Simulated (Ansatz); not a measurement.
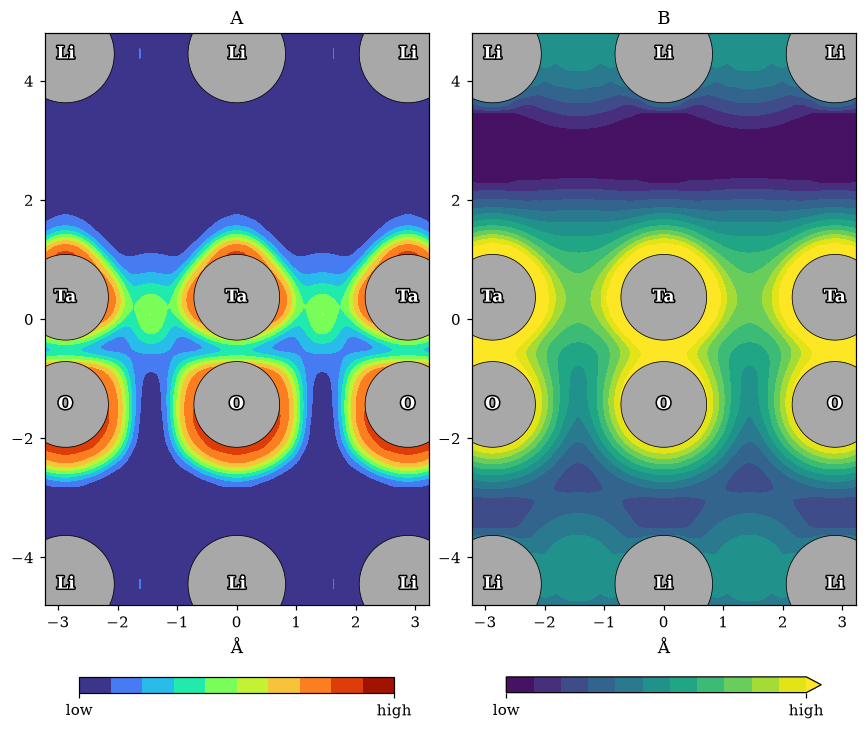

Li2TaO3: 2 fields on the (010) plane of the conventional cell, with unlabelled colour scales. Grey discs cover the atomic cores.

Space group P4mm; a structure generated by program, which may or may not match a known phase; computed without spin polarisation.

Computed with Ansatz, DFT PBE, scalar-relativistic, plane waves, PAW.

```yaml
crystal:
  lattice:
    - [2.87490, 0.00000, 0.00000]
    - [0.00000, 2.87490, 0.00000]
    - [0.00000, 0.00000, 8.90107]
  atoms:
    - { symbol: Li, position: [0.00000, 0.00000, 0.85115] }
    - { symbol: Li, position: [0.50000, 0.50000, 0.62348] }
    - { symbol: Ta, position: [0.50000, 0.50000, 0.16465] }
    - { symbol: O, position: [0.00000, 0.00000, 0.64990] }
    - { symbol: O, position: [0.00000, 0.00000, 0.24831] }
    - { symbol: O, position: [0.50000, 0.50000, 0.96251] }
```

Question: The panels show electron localisation function and valence pseudo-density in some order. Assign them.

Answer: Panel A: electron localisation function. Panel B: valence pseudo-density. From the grid: Ta–O (1.80 Å): the density is about 1.5 e/Å³ at the midpoint; the ELF peaks at about 0.80 in the valence shell of O, 0.5 Å from its nucleus, and drops to about 0.35 between the two atoms. Ta–Ta (2.87 Å): the density is about 0.35 e/Å³ at the midpoint; the ELF is about 0.40 at the midpoint.
